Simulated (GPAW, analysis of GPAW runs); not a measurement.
**Reproducing a measured hyperfine coupling: NV- centre in 3C-SiC (GPAW)**

Aim: the hyperfine coupling of the NV- centre in 3C-SiC, to be set beside the measurement. Set-up: PBE, LCAO dzp, h 0.18, 128-site cell, PBE lattice, k: the zone centre alone. The model is a cell of 128 host atoms with 1 site emptied and N put on another atom's site. The isotropic coupling follows from the spin density at the nucleus, the nuclear g-factor and the total spin. A larger cell tests how far the defect's images disturb the number.

**The experiment.** 14N, isotropic part (sign not measured) (size measured, sign taken from theory): -1.26 MHz, by EPR (quoted in “Characterization and formation of NV centers in 3C, 4H and 6H SiC: an ab initio study”, 2017, A. Csóré et al., quoting earlier work (2016)).

Main program and level: GPAW 26.7.0; GPAW LCAO dzp PAW DFT, PBE; relaxation of all atoms of a defect supercell.

**1. Starting point**

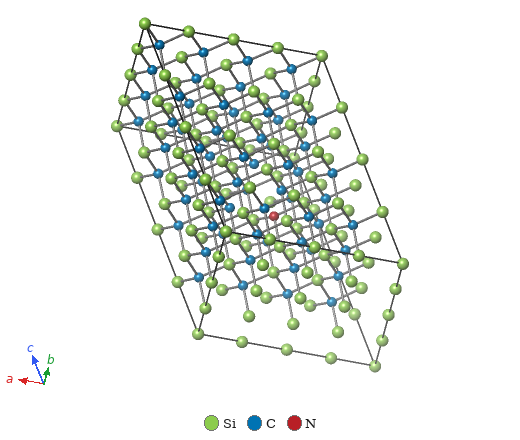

Start, viewed from a free direction; silicon green, carbon blue, nitrogen red. Bonds to atoms that aren't drawn are left out. Some periodic images of atoms are drawn too.

The cell holds 127 atoms: 63 Si, 63 C and 1 N. Its edges and angles: a = 12.412 Å, b = 12.412 Å, c = 12.412 Å, α = 60.0°, β = 60.0°, γ = 60.0°. It derives from SiC (space group F-43m). Nearest the centre at fractional (0.500, 0.500, 0.500): C46 at 1.90 Å, N44 at 1.91 Å, C76 at 1.91 Å, C52 at 1.92 Å, Si55 at 3.08 Å, Si86 at 3.09 Å, Si77 at 3.10 Å, Si90 at 3.10 Å. The cell carries charge −1.

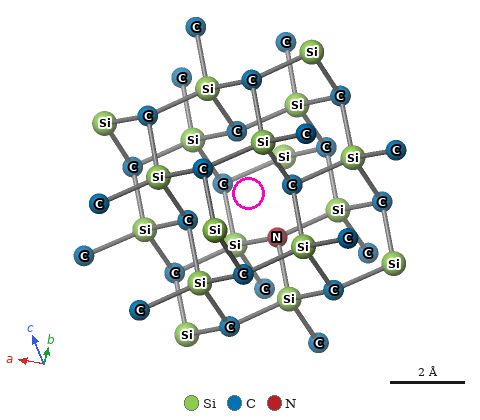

The atoms within 5 Å of the centre. A ring marks the centre wherever it is empty.

The host's primitive cell comes from a first run (GPAW LCAO dzp PAW DFT, PBE; relaxation of cell and atoms of a defect-free cell): vectors of 3.103, 3.103 and 3.103 Å. That is 10.56 Å³ an atom, 2.1 % over the diffraction cell's volume. The supercell is built on it.

**2. Relaxation, charge −1**

Every later number rests on the structure around the defect, so the atoms are relaxed at the host's lattice first.

run.py

```python
import numpy as np
from ase.io import read, write
from ase.parallel import parprint, world
from gpaw import GPAW
from ase.optimize import BFGS

atoms = read('POSCAR')
magmoms = np.zeros(len(atoms))
magmoms[[43, 45, 51, 75]] = 2 / 4
atoms.set_initial_magnetic_moments(magmoms)
calc = GPAW(mode='lcao',
            h=0.18,
            basis='dzp',
            xc='PBE',
            kpts={'size': (1, 1, 1), 'gamma': True},
            charge=-1,
            occupations={'name': 'fermi-dirac', 'width': 0.01, 'fixmagmom': True},
            nbands=264,
            convergence={'density': 1e-05, 'forces': 0.001},
            maxiter=150,
            symmetry='off',
            txt='gpaw.txt')
atoms.calc = calc
opt = BFGS(atoms, trajectory='relax.traj', logfile='-')
done = opt.run(fmax=0.02, steps=80)
parprint('Converged:', done)
energy = atoms.get_potential_energy()
forces = atoms.get_forces()
parprint(f'Energy: {energy:.6f} eV, largest force {np.linalg.norm(forces, axis=1).max():.4f} eV/A')
calc.write('gs.gpw')
write('final.xyz', atoms)
parprint('Moments:', atoms.get_magnetic_moments().round(3))
for s in range(calc.get_number_of_spins()):
    parprint('Levels (eV), spin', s, calc.get_eigenvalues(kpt=0, spin=s)[-16:].round(3))
```

POSCAR

```
Si C  Si C  Si C  Si C  Si C  Si C  Si C  Si C  Si C  Si C  Si C  Si C  Si C  Si C  Si C  Si C  Si C  Si C  Si C  Si C  Si C  Si N  Si C  Si C  Si C  Si C  Si C  Si C  Si C  Si C  Si C  Si C  Si C  Si C  Si C  Si C  Si C  Si C  Si C  Si C  Si C  Si C  Si C  Si C  Si C  Si C  Si C  Si C  Si C  Si C  Si C  Si C  Si C  Si C  Si C  Si C  Si C  Si C  Si C  Si C  Si C  Si C  Si C 
 1.0000000000000000
    -0.0000000000000000    8.7765507458350651    8.7765507458350651
     8.7765507458350651   -0.0000000000000000    8.7765507458350651
     8.7765507458350651    8.7765507458350651   -0.0000000000000000
 Si  C   Si  C   Si  C   Si  C   Si  C   Si  C   Si  C   Si  C   Si  C   Si  C   Si  C   Si  C   Si  C   Si  C   Si  C   Si  C   Si  C   Si  C   Si  C   Si  C   Si  C   Si  N   Si  C   Si  C   Si  C   Si  C   Si  C   Si  C   Si  C   Si  C   Si  C   Si  C   Si  C   Si  C   Si  C   Si  C   Si  C   Si  C   Si  C   Si  C   Si  C   Si  C   Si  C   Si  C   Si  C   Si  C   Si  C   Si  C   Si  C   Si  C   Si  C   Si  C   Si  C   Si  C   Si  C   Si  C   Si  C   Si  C   Si  C   Si  C   Si  C   Si  C   Si  C  
   1   1   1   1   1   1   1   1   1   1   1   1   1   1   1   1   1   1   1   1   1   1   1   1   1   1   1   1   1   1   1   1   1   1   1   1   1   1   1   1   1   1   1   1   1   1   1   1   1   1   1   1   1   1   1   1   1   1   1   1   1   1   1   1   1   1   1   1   1   1   1   1   1   1   1   1   1   1   1   1   1   1   1   2   1   1   1   1   1   1   1   1   1   1   1   1   1   1   1   1   1   1   1   1   1   1   1   1   1   1   1   1   1   1   1   1   1   1   1   1   1   1   1   1   1   1
Direct
  0.0000316917185138 -0.0010673677875691 -0.0008081213591096
  0.1887948004465538  0.1876064348127719  0.1856761369175761
[... 9 atom lines left out ...]
  0.1855984598804371  0.4376541126804077  0.4384889753051006
[... 1 atom line left out ...]
  0.1870237904259295  0.4365642355543438  0.6894497035270335
[... 5 atom lines left out ...]
  0.1872948657592164  0.6892020140114425  0.4359986752729802
[... 1 atom line left out ...]
  0.1882316018773524  0.6887793204418500  0.6872013348868885
[... 5 atom lines left out ...]
  0.1873299482214695  0.9369835477310173  0.4363165492492784
[... 7 atom lines left out ...]
  0.4357164169384012  0.1888907281059224  0.4376811515866160
[... 1 atom line left out ...]
  0.4367444339592607  0.1861402035185738  0.6880401769570762
[... 1 atom line left out ...]
  0.4367390700403572  0.1872564134356992  0.9394252923507693
[... 1 atom line left out ...]
  0.4393991885933225  0.4368913889974440  0.1864172140324434
[... 1 atom line left out ...]
  0.4388918229163354  0.4358312100174704  0.4371734346398431
[... 1 atom line left out ...]
  0.4375995871392470  0.4389037145738472  0.6877687994054834
  0.2491232657817431  0.2509794020387585  0.7486334159495766
  0.4381764340400044  0.4373711566010108  0.9357147755737761
[... 1 atom line left out ...]
  0.4367116732286651  0.6893342142183470  0.1875515936682294
[... 1 atom line left out ...]
  0.4371651426684127  0.6892782678786633  0.4374404293646942
  0.2507669138400162  0.4980315679959560  0.5005366376958721
  0.4360405809728654  0.6887794100720599  0.6867503820407280
  0.2516604556473381  0.5003359301734469  0.7485954899504210
[... 2 atom lines left out ...]
  0.4359433736259592  0.9391493432744855  0.1873032914349227
  0.2493495547003174  0.7486387240697618  0.2503375549040255
  0.4387950380533292  0.9383598358477536  0.4359457268500963
  0.2489643427340972  0.7516412837935638  0.5004855829681438
[... 1 atom line left out ...]
  0.2486109630590682  0.7509004837024774  0.7513243902222837
[... 4 atom lines left out ...]
  0.6872721847358505  0.1889878466006453  0.4358371482840758
[... 1 atom line left out ...]
  0.6887514276402735  0.1879895562437062  0.6875968959870759
[... 3 atom lines left out ...]
  0.6881315791626779  0.4386983128908912  0.1856674949945429
[... 1 atom line left out ...]
  0.6886987808984129  0.4367312391004272  0.4385244253740515
  0.4981827562093616  0.2506576034942384  0.5012066085045664
  0.6871014477092769  0.4383318678706847  0.6858259133110446
  0.5015477830436935  0.2493974598859235  0.7505242482379879
[... 2 atom lines left out ...]
  0.6886572491085735  0.6885929883771699  0.1861225975803585
  0.5016877329833145  0.4984972541534949  0.2500934225734046
  0.6866626780667143  0.6894591332185765  0.4368286718909991
[... 1 atom line left out ...]
  0.5001727909478410  0.4982790123888723  0.7500659966713211
[... 3 atom lines left out ...]
  0.5012178697321394  0.7500768638892841  0.2505496388553065
[... 1 atom line left out ...]
  0.5003604683362469  0.7506762787987705  0.4980554050786980
[... 6 atom lines left out ...]
  0.9386667263973675  0.1866523133522000  0.4385778586696770
[... 5 atom lines left out ...]
  0.9387436183608392  0.4365020645893228  0.1862325438444270
  0.7483654877249226  0.2510638149281972  0.2495021669779132
  0.9358116605010153  0.4381604730448890  0.4388439807740183
  0.7515877031872943  0.2502180589429913  0.4983920700369186
[... 1 atom line left out ...]
  0.7482611826481598  0.2513443950880104  0.7505742118277295
[... 3 atom lines left out ...]
  0.7518294997254831  0.4992823912450658  0.2488470850388627
[... 1 atom line left out ...]
  0.7518014808952447  0.4988460454634006  0.5001269794107875
[... 5 atom lines left out ...]
  0.7481744623925051  0.7513110655426668  0.2503247129908072
[... 4 atom lines left out ...]
  0.9361617804727751  0.9383282918251032  0.9366178589159313
```

Launch:

```sh
OMP_NUM_THREADS=1 mpirun -n 4 gpaw python run.py > stdout
```

The log of the run:

```text
__  _  _
 | _ |_)|_||  |
 |__||  | ||/\| - 26.7.0

Input parameters:
  mode=LCAO(),
  basis={'default': 'dzp'},
  charge=-1,
  convergence={'density': 1e-05, 'forces': 0.001},
  h=0.18,
  kpts=MonkhorstPack(size=(1, 1, 1), gamma=True),
  maxiter=150,
  nbands=264,
  occupations=Occupations(name='fermi-dirac', width=0.01, fixmagmom=True),
  symmetry=Symmetry(point_group=False, time_reversal=False),
  xc=XC(name='PBE')

                                                          C
                                                   C
                                                    C
                                            C
                                      C       C         C
                                       C       C  C
                                        C       Si C
                                C        SiC
                                  C C     C C          C
                           C      Si  C   Si  C C
                           Si       Si        Si
                            CSiC     SiCSiC       C
                      C         C  C    C  C          C
                      Si C    Si Si C    Si C  C
                       Si Si    Si           Si
                 Si      SiSiC      SiSiC       C
                    C          N C     C  C
                  Si Si C    SiSi  C    Si C
           Si         Si Si   Si Si        Si
               Si      SiCSiC     SiCSi
                   C         C        C
                 SiSi  C   Si Si      Si
          Si         SiSi    SiSi
                      SiC        Si
              Si C       Si
               Si Si      Si
         Si        Si      Si
                     Si
             Si
              Si
       Si

Atoms  # Å, Bohr magnetons
|     | symbol |         x |         y |         z |    initial magnetic moments |
|-----|--------|-----------|-----------|-----------|-----------------------------|
|   0 |     Si | -0.016460 | -0.006814 | -0.009090 | ( 0.0000,  0.0000,  0.0000) |
|   1 |      C |  3.276133 |  3.286563 |  3.303505 | ( 0.0000,  0.0000,  0.0000) |
|   2 |     Si |  2.175209 |  2.193182 | -0.006388 | ( 0.0000,  0.0000,  0.0000) |
|   3 |      C |  5.482534 |  5.480033 |  3.310282 | ( 0.0000,  0.0000,  0.0000) |
|   4 |     Si |  4.396486 |  4.385657 | -0.018048 | ( 0.0000,  0.0000,  0.0000) |
|   5 |      C |  7.662944 |  7.671180 |  3.283618 | ( 0.0000,  0.0000,  0.0000) |
|   6 |     Si |  6.581141 |  6.590934 | -0.018049 | ( 0.0000,  0.0000,  0.0000) |
|   7 |      C |  9.891141 |  9.866881 |  3.298104 | ( 0.0000,  0.0000,  0.0000) |
|   8 |     Si |  2.193117 | -0.019585 |  2.190217 | ( 0.0000,  0.0000,  0.0000) |
|   9 |      C |  5.486083 |  3.305699 |  5.499107 | ( 0.0000,  0.0000,  0.0000) |
|  10 |     Si |  4.403962 |  2.206522 |  2.193396 | ( 0.0000,  0.0000,  0.0000) |
|  11 |      C |  7.689514 |  5.477335 |  5.470008 | ( 0.0000,  0.0000,  0.0000) |
|  12 |     Si |  6.597044 |  4.383419 |  2.181396 | ( 0.0000,  0.0000,  0.0000) |
|  13 |      C |  9.882518 |  7.692414 |  5.472952 | ( 0.0000,  0.0000,  0.0000) |
|  14 |     Si |  8.763441 |  6.573801 |  2.206547 | ( 0.0000,  0.0000,  0.0000) |
|  15 |      C | 12.079694 |  9.867381 |  5.470559 | ( 0.0000,  0.0000,  0.0000) |
|  16 |     Si |  4.377393 |  0.014208 |  4.397204 | ( 0.0000,  0.0000,  0.0000) |
|  17 |      C |  7.689962 |  3.306422 |  7.687141 | ( 0.0000,  0.0000,  0.0000) |
|  18 |     Si |  6.584130 |  2.204029 |  4.370978 | ( 0.0000,  0.0000,  0.0000) |
|  19 |      C |  9.875381 |  5.470367 |  7.692619 | ( 0.0000,  0.0000,  0.0000) |
[...]
|  43 |      N |  7.661970 |  7.688831 |  7.677051 | ( 0.0000,  0.0000,  0.5000) |
[...]
Unit cell  # Å
| periodic |         x |         y |         z |   lengths |    angles |
|----------|-----------|-----------|-----------|-----------|-----------|
|      yes | -0.000000 |  8.776551 |  8.776551 | 12.411917 | 60.000000 |
|      yes |  8.776551 | -0.000000 |  8.776551 | 12.411917 | 60.000000 |
|      yes |  8.776551 |  8.776551 | -0.000000 | 12.411917 | 60.000000 |

Number of symmetries: 1
Symmetry operations  # r_c * U_cc + t_c -> r_c
|   | kind |            matrix            |
|---|------|------------------------------|
| 0 |  E   |  1, 0, 0,  0, 1, 0,  0, 0, 1 |

BZ-sampling:
  Number of BZ points: 1
  Number of IBZ points: 1

  Monkhorst-Pack size: [1, 1, 1]
  Monkhorst-Pack shift: [0, 0, 0]

K-points  # in reciprocal-cell coordinates
|   |                                coordinates |     weight |
|---|--------------------------------------------|------------|
| 0 | (  0.00000000,   0.00000000,   0.00000000) | 1.00000000 |

basis functions: 1651
Spin-components: 2 (collinear spins)
Bands:           264
Projectors:      635
Spin-degeneracy: 1
Datatype:        <class 'float'>

Density:
  Valence electrons: 509.0
  Components: 2
  Grid points: [56 56 56]
  Charge: -1.0  # |e|

Potential:
  Grid points: [56 56 56]

species:
  Si:
    name:    Silicon
    Z:       14.0
    valence: 4
    core:    10
    charge:  0.0  # [|e|]
    compensation charges:
      type: gauss
      rc: 0.33  # [Å]
      lmax: 2
    cutoffs:
      filter: 1.86  # [Å]
      core: 2.06  # [Å]
[...]
|------------|---------------|-----------|---------------|-----------|
[...]
|        ... |               |           |               |           |
[...]
Gap: 0.672 eV
Transition (v -> c):
  (s=0, k=0, n=255, [0.00, 0.00, 0.00]) -> (s=0, k=0, n=256, [0.00, 0.00, 0.00])
No difference between direct/indirect transitions

Forces  # eV/Ang
|        x |        y |        z |
|----------|----------|----------|
[...]
C
                                                   C
                                                    C
                                            C
                                      C       C         C
                                       C       C  C
                                        C       Si C
                                C        SiC
                                  C C     C C          C
                           C      Si  C   Si  C C
                           Si       Si        Si
                            CSiC     SiCSiC       C
                     C          C  C    C  C          C
                      Si C    Si Si C    Si C  C
                       Si Si    Si           Si
                 Si      SiSiC      SiSiC       C
                    C         N  C     C  C
                  Si Si C    SiSi  C    Si C
           Si         Si Si   Si Si         Si
               Si      SiCSiC     SiCSi
                   C         C        C
                 SiSi  C   Si Si      Si
          Si         SiSi    SiSi
                      SiC        Si
              Si C       Si
               Si Si      Si
         Si        Si      Si
                     Si
             Si
              Si
       Si

Atoms  # Å, Bohr magnetons
|     | symbol |         x |         y |         z |    initial magnetic moments |
|-----|--------|-----------|-----------|-----------|-----------------------------|
[...]
|  43 |      N |  7.544214 |  7.544201 |  7.545590 | ( 0.0000,  0.0000,  0.0008) |
[...]
| 117 |     Si | 10.969221 | 13.165503 | 10.970455 | ( 0.0000,  0.0000, -0.0004) |
| 118 |      C | 14.261911 | 16.454481 | 14.262614 | ( 0.0000,  0.0000, -0.0003) |
| 119 |     Si |  6.585085 |  6.585510 | 13.164082 | ( 0.0000,  0.0000, -0.0005) |
| 120 |      C |  9.873438 |  9.873914 | 16.456159 | ( 0.0000,  0.0000, -0.0000) |
| 121 |     Si |  8.777262 |  8.778000 | 13.158704 | ( 0.0000,  0.0000,  0.0004) |
| 122 |      C | 12.067574 | 12.067736 | 16.455013 | ( 0.0000,  0.0000, -0.0001) |
| 123 |     Si | 10.969811 | 10.970001 | 13.166254 | ( 0.0000,  0.0000, -0.0004) |
| 124 |      C | 14.262156 | 14.262614 | 16.454544 | ( 0.0000,  0.0000, -0.0003) |
| 125 |     Si | 13.164354 | 13.164629 | 13.164807 | ( 0.0000,  0.0000,  0.0001) |
| 126 |      C | 16.455767 | 16.456031 | 16.456158 | ( 0.0000,  0.0000, -0.0000) |

Unit cell  # Å
| periodic |         x |         y |         z |   lengths |    angles |
|----------|-----------|-----------|-----------|-----------|-----------|
|      yes | -0.000000 |  8.776551 |  8.776551 | 12.411917 | 60.000000 |
|      yes |  8.776551 | -0.000000 |  8.776551 | 12.411917 | 60.000000 |
|      yes |  8.776551 |  8.776551 | -0.000000 | 12.411917 | 60.000000 |

Initialization done in: 8.633 s

convergence criteria:
- Maximum integral of absolute [dens]ity change: 1e-05 electrons / valence electron
- Maximum change in the atomic [forces] across last 2 cycles: 0.001 eV/Ang OR
Maximum error relative to the maximum force is below inf
- Maximum [total energy] change in last 3 cyles: 0.0005 eV / valence electron
- Maximum integral of absolute [eigenst]ate change: 4e-08 eV^2 / valence electron
maximum number of iterations: 150

SCF iterations
|iter     | |      energy | eigst |  dens |force |  magmom |
|---------|-|-------------|-------|-------|------|---------|
|iter:   1| | -903.596061c|      c|       |      |  +1.9998|
|iter:   2| | -903.596029c|      c| -3.88 |      |  +1.9998|
|iter:   3| | -903.595970c|      c| -3.95 |      |  +1.9999|
|iter:   4| | -903.595964c|      c| -4.27 |      |  +1.9999|
|iter:   5| | -903.595964c|      c| -4.58 |      |  +2.0000|
|iter:   6| | -903.595963c|      c| -4.89 |      |  +2.0000|
|iter:   7| | -903.595963c|      c| -5.33c|-1.58 |  +2.0000|
|iter:   8| | -903.595963c|      c| -5.70c|-3.55c|  +2.0000|

Converged in 8 steps
SCF loop duration: 225.484 s (28.186 s/step)
Energy contributions relative to reference atoms: (reference = -563061.980543)

Energy contributions:
  Kinetic:         903.090806
  Coulomb:        -728.794446
  Zero:              8.788386
  External:          0.000000
  Xc:            -1086.680709
  Entropy:          -0.000000
  Spinorbit:         0.000000
  ----------------------------
  Free energy:    -903.595963
  Extrapolated:   -903.595963

dipole moment: (43.074120, -70.592515, -184.078973)  # |e|*Ang

Total magnetic moment: (0.000000, 0.000000, 2.000009)

Local magnetic moments
|        x |        y |         z |
|----------|----------|-----------|
[...]
Fermi levels: 9.085, 8.929
Eigenvalues  # (at kpt = [0.000, 0.000, 0.000])
| band index |      eig [eV] | occ [0-1] |      eig [eV] | occ [0-1] |
|------------|---------------|-----------|---------------|-----------|
[...]
|        ... |               |           |               |           |
[...]
|        259 |        11.519 |     0.000 |        11.524 |     0.000 |
|        260 |        11.650 |     0.000 |        11.652 |     0.000 |
|        261 |        11.650 |     0.000 |        11.652 |     0.000 |
|        262 |        11.669 |     0.000 |        11.670 |     0.000 |
|        263 |        11.674 |     0.000 |        11.678 |     0.000 |

Gap: 0.670 eV
Transition (v -> c):
  (s=0, k=0, n=255, [0.00, 0.00, 0.00]) -> (s=0, k=0, n=256, [0.00, 0.00, 0.00])
No difference between direct/indirect transitions

Forces  # eV/Ang
|        x |        y |        z |
|----------|----------|----------|
[...]
|  0.00078 |  0.00354 |  0.00050 |  # C  122
|  0.00493 |  0.00365 | -0.00863 |  # Si 123
|  0.00440 | -0.00160 |  0.00120 |  # C  124
|  0.00372 |  0.00223 |  0.00436 |  # Si 125
|  0.00509 |  0.00068 |  0.00219 |  # C  126

# Writing to gs.gpw (mode='')
```

It took 57 min on 4 MPI ranks of Arm Neoverse V2, shared host; peak memory 4.8 GiB; 3.8 h of CPU time.

Step by step:

```
step  energy less that of the first step (eV)
   0                                   0.0000
   1                                  -0.9143
   2                                  -1.3848
   3                                  -1.4613
   4                                  -1.5661
   5                                  -1.5831
   6                                  -1.6030
   7                                  -1.6085
   8                                  -1.6134
   9                                  -1.6142
  10                                  -1.6146
```

The atoms that moved most (Å):

```
 atom      dx      dy      dz  length
  N44  -0.118  -0.145  -0.131   0.228
  C46   0.081   0.092  -0.090   0.151
  C76  -0.081   0.076   0.094   0.146
  C52   0.081  -0.075   0.086   0.140
 Si83   0.025  -0.003  -0.041   0.048
Si114   0.041  -0.004  -0.025   0.048
 Si61  -0.036   0.030  -0.001   0.047
  C14  -0.030  -0.014   0.034   0.047
```

The atoms nearest to the centre after the run:

```
 atom  distance (Å)
  C46         2.055
  C76         2.057
  C52         2.058
  N44         2.134
 Si79         3.072
 Si55         3.073
 Si61         3.073
Si108         3.073
 Si90         3.074
Si114         3.074
 Si53         3.084
 Si77         3.084
 Si83         3.085
 Si86         3.092
Si116         3.094
 Si92         3.094
```

This step gave:

- total moment: 2.000 μB

First to last step the energy falls by 1.615 eV; the largest move, 0.23 Å, is that of N44.

(Continued in part 2 of 2.)

[Logs are printed without paths, hosts, clocks, repeated set-up lines and the standing remarks that a program may print on its own settings, such as how far it seeks lower states.]

[Hosts, paths, dates, database ids (printed as entryN), source tags and the programs' standing remarks are cut or masked in the printed files.]

[For some hosts the program warned that the k-mesh of the response run may be too coarse for force constants and the static dielectric constant; such warnings are not shown here.]
